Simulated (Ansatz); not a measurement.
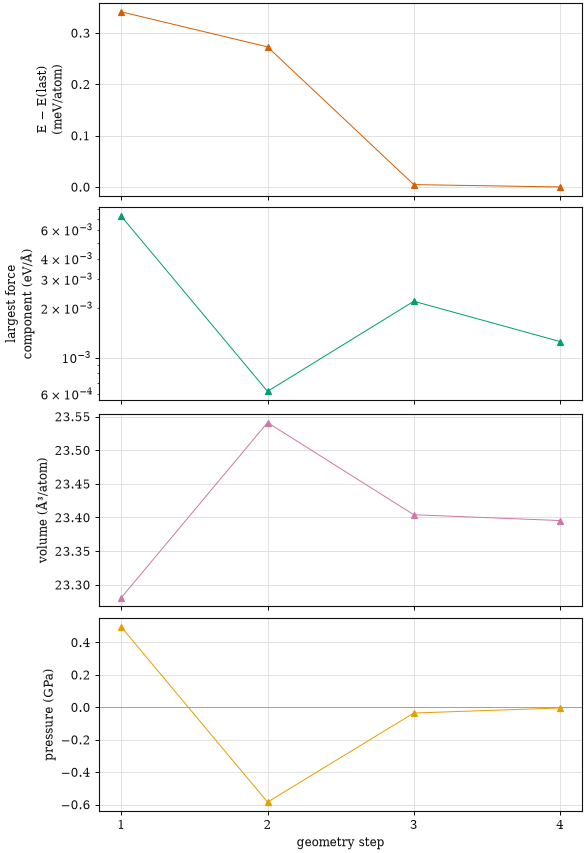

History of a geometry optimisation. Atoms and cell relax. A closing SCF on a freshly chosen basis isn't drawn.

```
crystal:
  lattice:
    - [3.232, 0.0, 0.0]
    - [-1.616, 2.798994105, 0.0]
    - [0.0, 0.0, 5.147]
  atoms:
    - { symbol: Zr, position: [0.3333333333, 0.6666666667, 0.25] }
    - { symbol: Zr, position: [0.6666666667, 0.3333333333, 0.75] }
kpoints:
  mp_grid: { grid: [12, 12, 7], shift: [0.5, 0.5, 0.5] }
scf:
  occupations: { method: fermi_dirac, width: 0.05 }
hamiltonian:
  xc: pbe
  pseudopotentials: { kind: all_electron, lapw: { basis_error: 0.001 } }
output:
  forces: true
  stress: true
relax:
  f_tol: 0.005
  max_steps: 80
  cell: {}
```

Run as:
```bash
ansatz run input.yaml --threads 1 --pin off --max-ram 2048MiB --backend cpu --events-out ev --progress --plain --runs-dir out
```

Q: How did the optimisation end?

A: The optimisation met its thresholds at geometry 4, counting the start as the first. The energy fell by about 0.34 meV/atom from the first step to the last. The largest force component goes from about 7 × 10⁻³ eV/Å at the start to 1.3 × 10⁻³ eV/Å at the end.

Q: Was the starting cell too large or too small?

A: The volume grows from 23.28 to 23.40 Å³ per atom (+0.5 %), overshooting to 23.54 at step 2, as the pressure goes from 0.49 GPa to about 0 GPa. The start was compressed.
